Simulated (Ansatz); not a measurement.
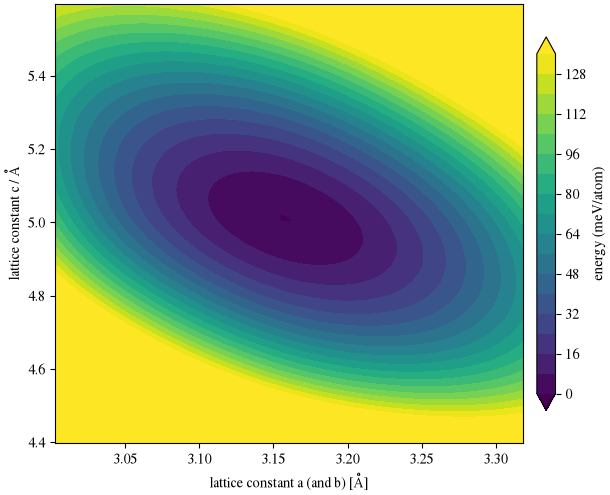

Energy landscape of Hf (P6_3/mmc, No. 194; 2 atoms in the cell). The energy is mapped over the lattice constants a and c of the conventional cell. The first coordinate is: lattice constant a (and b); the second: lattice constant c. Nothing is relaxed (symmetry fixes all fractional coordinates). The grid has 5 × 5 points. Points are written as (first, second). Energies: meV/atom, counted from the lowest grid point. Theory: DFT PBEsol, scalar-relativistic, plane waves, PAW (Ansatz). Settings: cutoff 420 eV, k-mesh 18×18×10 in the order of the run's cell vectors, gaussian smearing 0.15 eV, no spin polarisation.

The picture shows filled contours, one colour for all values above the top of the scale. Between grid points the surface is interpolated. 

### Where are the wells?

The lowest grid point is at (3.160 Å, 4.996 Å). It is the only kind of minimum in the scanned range. The highest grid point, (3.002 Å, 4.397 Å), lies 511 meV/atom above the lowest. Round the minimum the valley is somewhat tilted: raising lattice constant a (and b) shifts the best value of lattice constant c downwards (coupling k₁₂/√(k₁₁k₂₂) about 0.4).

Each point was launched as `ansatz run input.yaml --threads 1 --pin off --max-ram 2048MiB --backend cpu --events-out ev --progress --plain --runs-dir out`. The whole map (25 points run) took 11 min on 1 thread of Arm Neoverse N1, on a shared host.
